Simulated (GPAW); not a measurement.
## NaCl (honeycomb monolayer): G0W0 on several meshes in GPAW

Aim: the GW shift of NaCl (honeycomb monolayer) against the k mesh.

Calculated with GPAW 26.7.0; LDA and many-body steps on it, plane waves.

## 1. Starting point

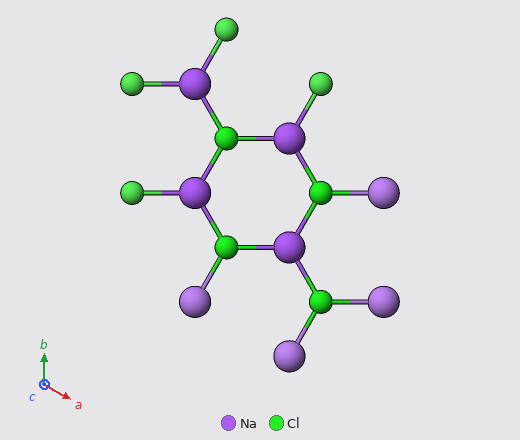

The starting structure, seen from above (sodium purple, chlorine green). 2×2×1 cells are drawn. Some periodic images of atoms are drawn too.

The cell holds 2 atoms: 1 Na and 1 Cl. Cell: a = 4.414 Å, b = 4.414 Å, c = 11.400 Å, α = 90.0°, β = 90.0°, γ = 120.0°. Vacuum lies along c.

Coordinates:

```
Na Cl
1.0
     4.41384    0.00000    0.00000
    -2.20692    3.82250    0.00000
     0.00000    0.00000   11.40000
Na Cl
1 1
Direct
  0.33333 0.66667 0.49984
  0.66667 0.33333 0.50013
```

The structure was relaxed with LDA. The runs that relaxed it are not among those shown.

## 2. Empty states on the mesh, 6×6×1 mesh, 322 bands

This step: GPAW 26.7.0; DFT, LDA, plane waves, PAW.

The sums over transitions need many empty states on a uniform mesh; this step solves for them.

File run.py:

```python
import json
import numpy as np
from gpaw.mpi import world
from gpaw import GPAW

calc = GPAW('gs.gpw').fixed_density(kpts={'size': (6, 6, 1), 'gamma': True},
    parallel={'domain': 1, 'band': 1},
    txt='nscf.txt')
calc.diagonalize_full_hamiltonian(nbands=322)
calc.write('full.gpw', mode='all')
res = {}
kpts = calc.get_ibz_k_points()
res['kpts'] = kpts
res['eigenvalues'] = [calc.get_eigenvalues(kpt=k) for k in range(len(kpts))]
res['n_electrons'] = calc.get_number_of_electrons()

if world.rank == 0:
    with open('result.json', 'w') as f:
        json.dump(res, f, default=lambda x: x.tolist())
```

Launch:

```sh
$ mpirun -n 4 gpaw python run.py
```

Numbers of over 12 decimals in the logs are rounded to 6 here.

What it wrote:

```text
Diagonalizing LCAO Hamiltonian
Converting LCAO to pw mode
convergence criteria:
- Maximum integral of absolute [eigenst]ate change: 4e-08 eV^2 / valence electron
maximum number of iterations: 100

SCF iterations
|iter     |     time |      energy | eigst |  dens |
|iter:   1|  |             | +0.86 |       |
|iter:   2|  |             | +0.13 |       |
|iter:   3|  |             | -1.47 |       |
[...]
|iter:   7|  |             | -5.79 |       |
|iter:   8|  |             | -6.62 |       |
|iter:   9|  |             | -7.55c|       |
SCF steps: 9
  __  _  _
 | _ |_)|_||  |
 |__||  | ||/\| - 26.7.0

Input parameters:
  mode=PW(ecut=450.000000),
  convergence={'density': 1e-06, 'bands': -3},
  gpts=array([24, 24, 56]),
  kpts=MonkhorstPack(size=(6, 6, 1), gamma=True),
  maxiter=100,
  nbands=14,
  occupations=Occupations(name='fermi-dirac', width=0.001, fixmagmom=False),
  parallel={'domain': 1, 'band': 1},
  xc=XC(name='LDA')
Matrix size: 4185x4185
# Writing to full.gpw (mode='all')
  [... matrices ...]

timing:  # [seconds]
  Total: 105.231  # ━━━━━━━━━━━━━━━━━━━━━━━━━━━━━━━━━━━━━━━━━━━━━━━━━━━━━━━━━
```

The job ended after 1.8 min (4 MPI ranks of Arm Neoverse V2, shared host; peak memory 5.5 GiB).

Numbers from this step:

- gap: 5.092 eV
- k of the valence top: 0.3333, 0.3333, 0
- k of the conduction bottom: 0, 0, 0
- least direct gap: 5.263 eV
- k points computed: 7
- lowest point of the top converged band, above the valence top: 83.3948 eV

On this mesh the gap is 5.092 eV.

## 3. 6×6×1

G0W0 replaces the xc potential by the self-energy, built once from these orbitals. Only a window of levels is corrected, while the sums run over the empty bands that the input names.

This step: G0W0 on LDA, plane waves, PAW.

File run.py:

```python
import json
import numpy as np
from gpaw.mpi import world
from gpaw.response.g0w0 import G0W0

gw = G0W0('full.gpw',
    filename='gw',
    kpts=[0, 4],
    bands=(5, 9),
    ecut=24,
    nbands=51,
    truncation='2D',
    integrate_gamma='sphere',
    q0_correction=True,
    frequencies={'type': 'nonlinear', 'domega0': 0.15, 'omega2': 15.0},
    eta=0.1,
    nblocksmax=True)
gw.calculate()
res = {mode: {k: v for k, v in r.items() if k != 'sigma_eskwn'}
       for mode, r in gw.all_results.items()}

if world.rank == 0:
    with open('result.json', 'w') as f:
        json.dump(res, f, default=lambda x: x.tolist())
```

Launch:

```sh
$ mpirun -n 4 gpaw python run.py
```

What it wrote:

```text
Using integrator: PointIntegrator
NonLinearFrequencyDescriptor(from 0.000 to 47.511 eV, 138 points)
Nonperiodic BCs:  [False False  True]
Using integrator: PointIntegrator
NonLinearFrequencyDescriptor(from 0.000 to 47.511 eV, 138 points)
Nonperiodic BCs:  [False False  True]
Applying analytical 2D correction to W:
    Evaluating Gamma point contribution to W on a 17x17x1 grid
  ___  _ _ _
 |   || | | |
 | | || | | |
 |__ ||_____|
 |___|

BZ k-points: Symmetries present (total): 6

  [... matrices ...]
36 k-points: 6 x 6 x 1 Monkhorst-Pack grid + [1/12,1/12,0.000000]
7 k-points in the irreducible part of the Brillouin zone
       k-points in crystal coordinates                weights
   0:     0.00000000    0.00000000    0.00000000          1/36
   1:     0.16666667    0.00000000    0.00000000          6/36
   2:     0.33333333   -0.16666667    0.00000000          6/36
   3:     0.33333333    0.00000000    0.00000000          6/36
   4:     0.33333333    0.33333333    0.00000000          2/36
   5:     0.50000000    0.33333333    0.00000000         12/36
   6:     0.50000000    0.50000000    0.00000000          3/36

Distributing spins, k-points and bands (1 x 2 x 4) over 1 process
Number of blocks: 4

Quasi particle states:
k-points (IBZ indices): [0, 4]
Band range: (5, 9)
  [... matrices ...]
Computational parameters:
Plane wave cut-off: 24 eV
Number of bands: 51
Coulomb cutoff: 2D
Broadening: 0.1 eV

fxc modes: GW
Kernel: RPA
Using full-frequency real axis integration
Summing all q:

Calculating screened Coulomb potential
2D Coulomb truncation
NonLinearFrequencyDescriptor(from 0.000 to 47.511 eV, 138 points)
Removing empty qpoint cache files...

Calculating chi0 body with:
    Ground state adapter containing:
    Number of spins: 1
    Number of kpoints: 36
    Number of irreducible kpoints: 7
    Number of completely occupied states: 7
    Number of partially occupied states: 7
    Occupied states memory: 3.4453125 M / cpu

    Linear response parametrization:
    q_c: [1.3877787807814457e-17, 1.3877787807814457e-17, 0.0]
    Number of frequency points: 138
    Planewave cutoff: 24.0
    Number of bands: 51
    Number of planewaves: 51
    Broadening (eta): 0.1
    comm.size: 4
    kncomm.size: 1
    blockcomm.size: 4

    Memory estimate of potentially large arrays:
        chi0_wGG: 1.369240 M / cpu
Integrating chi0 body.

Symmetries of q_c:
    Direct symmetries (Uq -> q): 6
    Indirect symmetries (TUq -> q): 6
In total 12 allowed symmetries.

  [... matrices ...]
7 groups of equivalent kpoints. 80.555556% reduction.

Integral kind: spectral function
Integrating chi0 head and wings.

Symmetries of q_c:
    Direct symmetries (Uq -> q): 6
    Indirect symmetries (TUq -> q): 6
In total 12 allowed symmetries.

  [... matrices ...]
7 groups of equivalent kpoints. 80.555556% reduction.

Integral kind: spectral function wings

Calculating chi0 body with:
    Ground state adapter containing:
    Number of spins: 1
    Number of kpoints: 36
    Number of irreducible kpoints: 7
    Number of completely occupied states: 7
    Number of partially occupied states: 7
[... the further q-points ...]

Results:
f:      Occupation numbers
eps:     KS-eigenvalues [eV]
vxc:     KS vxc [eV]
exx:     Exact exchange [eV]
sigma:   Self-energies [eV]
dsigma:  Self-energy derivatives
Z:       Renormalization factors
qp:      QP-energies [eV]

k-point 0 (0): (0.000, 0.000, 0.000)                GW
band       f     eps     vxc     exx   sigma  dsigma       Z      qp
                                                                   GW
   5   1.000  -5.773 -16.357 -20.739   1.718  -0.174   0.852  -8.041
   6   1.000  -5.773 -16.357 -20.739   1.718  -0.174   0.852  -8.041
   7   0.000  -0.510  -5.567  -2.412  -1.253  -0.089   0.918   1.236
   8   0.000   1.313  -3.818  -1.741  -0.788  -0.072   0.933   2.515

k-point 1 (4): (0.333, 0.333, 0.000)                GW
band       f     eps     vxc     exx   sigma  dsigma       Z      qp
                                                                   GW
   5   1.000  -6.257 -15.381 -19.916   1.644  -0.178   0.849  -8.711
   6   1.000  -5.602 -15.584 -20.103   1.677  -0.157   0.865  -8.060
   7   0.000   2.789  -4.967  -1.780  -1.183  -0.093   0.915   4.621
   8   0.000   2.793  -6.556  -2.953  -1.305  -0.116   0.896   4.854
```

Run time: 16 s. Hardware: 4 MPI ranks; peak memory 1.1 GiB; 62 s of CPU time.

Numbers from this step:

```
G0W0 gap on the points computed              : 9.277 eV
least direct G0W0 gap on the computed points : 9.277 eV
Z at the valence top                         : 0.8516
Z at the conduction bottom                   : 0.9183
starting gap on the mesh                     : 5.092 eV
k of the valence top                         : 0, 0, 0
k of the conduction bottom                   : 0, 0, 0
```

The gap on the mesh goes from 5.09 eV to 9.28 eV, a correction of +4.18 eV.

## 4. Empty states on the mesh, 9×9×1 mesh, 61 bands

This step: DFT, LDA, plane waves, PAW.

File run.py:

```python
import json
import numpy as np
from gpaw.mpi import world
from gpaw import GPAW

calc = GPAW('gs.gpw').fixed_density(kpts={'size': (9, 9, 1), 'gamma': True},
    nbands=71,
    convergence={'bands': 61},
    txt='nscf.txt')
calc.write('full.gpw', mode='all')
res = {}
kpts = calc.get_ibz_k_points()
res['kpts'] = kpts
res['eigenvalues'] = [calc.get_eigenvalues(kpt=k) for k in range(len(kpts))]
res['n_electrons'] = calc.get_number_of_electrons()

if world.rank == 0:
    with open('result.json', 'w') as f:
        json.dump(res, f, default=lambda x: x.tolist())
```

Launch:

```sh
$ mpirun -n 4 gpaw python run.py
```

What it wrote:

```text
Diagonalizing LCAO Hamiltonian
Converting LCAO to pw mode
convergence criteria:
- Maximum integral of absolute [eigenst]ate change: 4e-08 eV^2 / valence electron
maximum number of iterations: 100

SCF iterations
|iter     |     time |      energy | eigst |  dens |
|iter:   1|  |             | +3.96 |       |
|iter:   2|  |             | +2.56 |       |
|iter:   3|  |             | +1.38 |       |
[...]
|iter:  11|  |             | -6.65 |       |
|iter:  12|  |             | -7.38 |       |
|iter:  13|  |             | -7.61c|       |
SCF steps: 13
  __  _  _
 | _ |_)|_||  |
 |__||  | ||/\| - 26.7.0

Input parameters:
  mode=PW(ecut=450.000000),
  convergence={'bands': 61},
  gpts=array([24, 24, 56]),
  kpts=MonkhorstPack(size=(9, 9, 1), gamma=True),
  maxiter=100,
  nbands=71,
  occupations=Occupations(name='fermi-dirac', width=0.001, fixmagmom=False),
  parallel={},
  xc=XC(name='LDA')
# Writing to full.gpw (mode='all')
  [... matrices ...]

timing:  # [seconds]
  Total: 0.032  # ━━━━━━━━━━━━━━━━━━━━━━━━━━━━━━━━━━━━━━━━━━━━━━━━━━━━━━━━━━━
```

Wall time 16 s (4 MPI ranks); peak memory 0.86 GiB; 64 s of CPU time.

This step gave:

```yaml
gap: 5.092 eV
k_of_the_valence_top: 0.3333, 0.3333, 0
k_of_the_conduction_bottom: 0, 0, 0
least_direct_gap: 5.263 eV
k_points_computed: 12
lowest_point_of_the_top_converged_band_above_the_valence_top: 28.21 eV
```

On this mesh the gap is 5.092 eV.

## 5. 9×9×1

This step: G0W0 on LDA, plane waves, PAW.

File run.py:

```python
import json
import numpy as np
from gpaw.mpi import world
from gpaw.response.g0w0 import G0W0

gw = G0W0('full.gpw',
    filename='gw',
    kpts=[0, 6],
    bands=(5, 9),
    ecut=24,
    nbands=51,
    truncation='2D',
    integrate_gamma='sphere',
    q0_correction=True,
    frequencies={'type': 'nonlinear', 'domega0': 0.15, 'omega2': 15.0},
    eta=0.1,
    nblocksmax=True)
gw.calculate()
res = {mode: {k: v for k, v in r.items() if k != 'sigma_eskwn'}
       for mode, r in gw.all_results.items()}

if world.rank == 0:
    with open('result.json', 'w') as f:
        json.dump(res, f, default=lambda x: x.tolist())
```

Launch:

```sh
$ mpirun -n 4 gpaw python run.py
```

What it wrote:

```text
Using integrator: PointIntegrator
NonLinearFrequencyDescriptor(from 0.000 to 47.511 eV, 138 points)
Nonperiodic BCs:  [False False  True]
Using integrator: PointIntegrator
NonLinearFrequencyDescriptor(from 0.000 to 47.511 eV, 138 points)
Nonperiodic BCs:  [False False  True]
Applying analytical 2D correction to W:
    Evaluating Gamma point contribution to W on a 11x11x1 grid
  ___  _ _ _
 |   || | | |
 | | || | | |
 |__ ||_____|
 |___|

BZ k-points: Symmetries present (total): 6

  [... matrices ...]
81 k-points: 9 x 9 x 1 Monkhorst-Pack grid
12 k-points in the irreducible part of the Brillouin zone
       k-points in crystal coordinates                weights
   0:     0.00000000    0.00000000    0.00000000          1/81
   1:     0.11111111    0.00000000    0.00000000          6/81
   2:     0.22222222   -0.11111111    0.00000000          6/81
[...]
9:     0.44444444    0.00000000    0.00000000          6/81
          ...
  11:     0.44444444    0.44444444    0.00000000          6/81

Distributing spins, k-points and bands (1 x 2 x 4) over 1 process
Number of blocks: 4

Quasi particle states:
k-points (IBZ indices): [0, 6]
Band range: (5, 9)
  [... matrices ...]
Computational parameters:
Plane wave cut-off: 24 eV
Number of bands: 51
Coulomb cutoff: 2D
Broadening: 0.1 eV

fxc modes: GW
Kernel: RPA
Using full-frequency real axis integration
Summing all q:

Calculating screened Coulomb potential
2D Coulomb truncation
NonLinearFrequencyDescriptor(from 0.000 to 47.511 eV, 138 points)
Removing empty qpoint cache files...

Calculating chi0 body with:
    Ground state adapter containing:
    Number of spins: 1
    Number of kpoints: 81
    Number of irreducible kpoints: 12
    Number of completely occupied states: 7
[...]
q_c: [0.0, 0.0, 0.0]
    Number of frequency points: 138
    Planewave cutoff: 24.0
    Number of bands: 51
    Number of planewaves: 51
    Broadening (eta): 0.1
    comm.size: 4
    kncomm.size: 1
    blockcomm.size: 4

    Memory estimate of potentially large arrays:
        chi0_wGG: 1.369240 M / cpu
Integrating chi0 body.

Symmetries of q_c:
    Direct symmetries (Uq -> q): 6
    Indirect symmetries (TUq -> q): 6
In total 12 allowed symmetries.

  [... matrices ...]
12 groups of equivalent kpoints. 85.185185% reduction.

Integral kind: spectral function
Integrating chi0 head and wings.

Symmetries of q_c:
    Direct symmetries (Uq -> q): 6
    Indirect symmetries (TUq -> q): 6
In total 12 allowed symmetries.

  [... matrices ...]
12 groups of equivalent kpoints. 85.185185% reduction.

Integral kind: spectral function wings

Calculating chi0 body with:
    Ground state adapter containing:
    Number of spins: 1
    Number of kpoints: 81
    Number of irreducible kpoints: 12
    Number of completely occupied states: 7
    Number of partially occupied states: 7
    Occupied states memory: 3.4453125 M / cpu

[... the further q-points ...]

Results:
f:      Occupation numbers
eps:     KS-eigenvalues [eV]
vxc:     KS vxc [eV]
exx:     Exact exchange [eV]
sigma:   Self-energies [eV]
dsigma:  Self-energy derivatives
Z:       Renormalization factors
qp:      QP-energies [eV]

k-point 0 (0): (0.000, 0.000, 0.000)                GW
band       f     eps     vxc     exx   sigma  dsigma       Z      qp
                                                                   GW
   5   1.000  -5.773 -16.357 -20.739   1.719  -0.172   0.853  -8.044
   6   1.000  -5.773 -16.357 -20.739   1.719  -0.172   0.853  -8.044
   7   0.000  -0.510  -5.567  -2.413  -1.245  -0.085   0.922   1.250
[...]
k-point 1 (6): (0.333, 0.333, 0.000)                GW
band       f     eps     vxc     exx   sigma  dsigma       Z      qp
                                                                   GW
[...]
7   0.000   2.789  -4.967  -1.780  -1.174  -0.091   0.917   4.634
   8   0.000   2.793  -6.556  -2.953  -1.302  -0.110   0.901   4.867
```

The job ended after 39 s (4 MPI ranks; peak memory 1.7 GiB).

Numbers from this step:

| Property | Result |
| --- | --- |
| G0W0 gap on the points computed | 9.293 eV |
| least direct G0W0 gap on the computed points | 9.293 eV |
| Z at the valence top | 0.8585 |
| Z at the conduction bottom | 0.9219 |
| starting gap on the mesh | 5.092 eV |
| k of the valence top | 0.3333, 0.3333, 0 |
| k of the conduction bottom | 0, 0, 0 |

Against G0W0 in GPAW (6×6×1 mesh, 51 bands, screening to 24 eV, full frequency, Hilbert transform), the gap moves by +0.016 eV.

## 6. The runs together

Times are wall times on 4 MPI ranks of Arm Neoverse V2, shared host, good to a factor of about two.

```csv
run,mesh,bands,screening cutoff (eV),DFT gap (eV),gap on the mesh (eV),direct (eV),time
6×6×1,6×6×1,51,24,5.092,9.277,9.277,16 s
9×9×1,9×9×1,51,24,5.092,9.293,9.293,39 s
```

## 7. Results

```json
{
  "6×6×1": "9.277 eV",
  "9×9×1": "9.293 eV",
  "known limits": "not at the basis limit"
}
```

**Reading.** 9×9×1: +0.016 eV against 6×6×1. Bands and cutoff are finite, so the gap is not at the basis limit. The miss can reach some tenths of an eV and take either sign; the mesh is an error of its own. These stock PAW sets were not made for GW. In the G0W0 runs levels were corrected at 2 k points alone, so a gap called «on the mesh» is the least over those, and an edge elsewhere would be missed. Mesh or cutoff lie under what a gap needs, so these runs test behaviour and cost; their gaps are not to be quoted.

[Paths, hosts, dates, memory and timing lines, banners, echoed tables and standing remarks are left out of the program output.]

[Logs are printed without paths, hosts, clocks, repeated set-up lines and the standing remarks that a program may print on its own settings, such as how far it seeks lower states.]

[Runs of the session that timed out or met a known fault of the program may be left out.]

[Hosts, paths, dates, database ids (printed as entryN), source tags and the programs' standing remarks are cut or masked in the printed files.]
